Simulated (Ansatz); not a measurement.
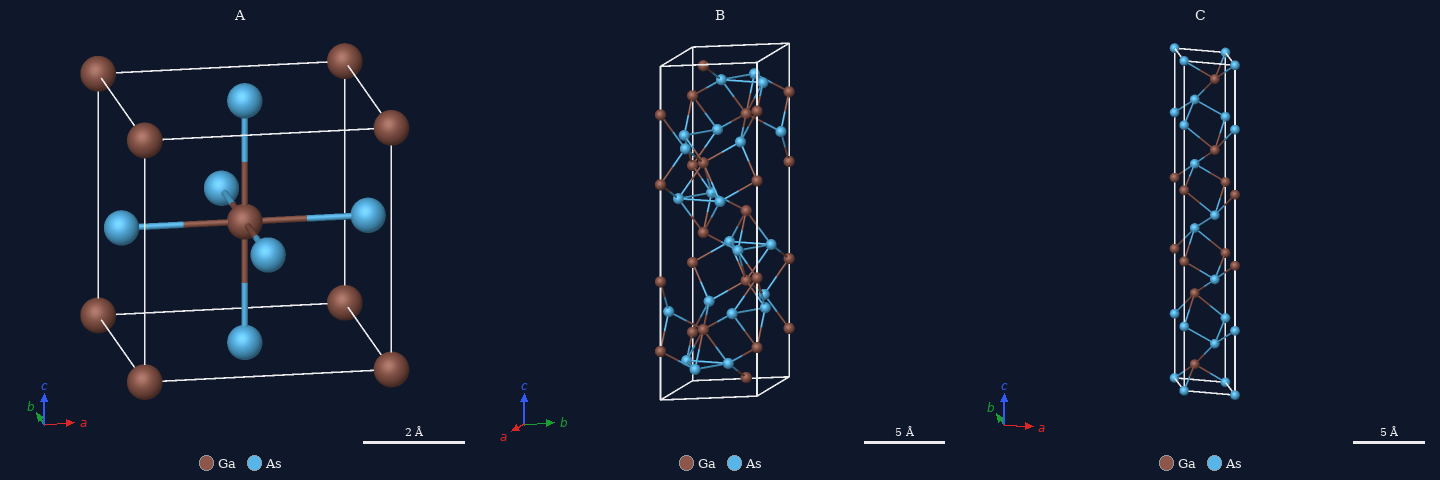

Three structures of Ga$_{2}$As$_{3}$, each relaxed to rest (conventional cells in solid outline, small ones repeated, each panel with its own scale). Method: DFT PBE, scalar-relativistic, plane waves, PAW (Ansatz), without spin polarisation.

Question: What are the structures shown?

Answer: A: 5 atoms a cell on a primitive cubic lattice, Pm-3m; B: 30 atoms a cell on a rhombohedral (trigonal R) lattice, R-3c; C: 15 atoms a cell on a rhombohedral (trigonal R) lattice, R-3m.

Question: Which of these is lowest in energy, and how far above it do the others lie?

Answer: C, then B (+191 meV/atom) and A (+662 meV/atom), energies at zero smearing.

Question: Collect the results in a table.

Answer:
| panel | structure | E − E(lowest) (meV/atom) | volume (Å³/atom) | gap (eV) |
| --- | --- | --- | --- | --- |
| C | R-3m | 0 | 20.8 | metal |
| B | R-3c | 191 | 23.3 | metal |
| A | Pm-3m | 662 | 24.6 | metal |

Some of these may be structure types tried for this composition rather than known phases, and the most stable form need not be among them. Gaps are taken on the k-mesh or band path of each run.
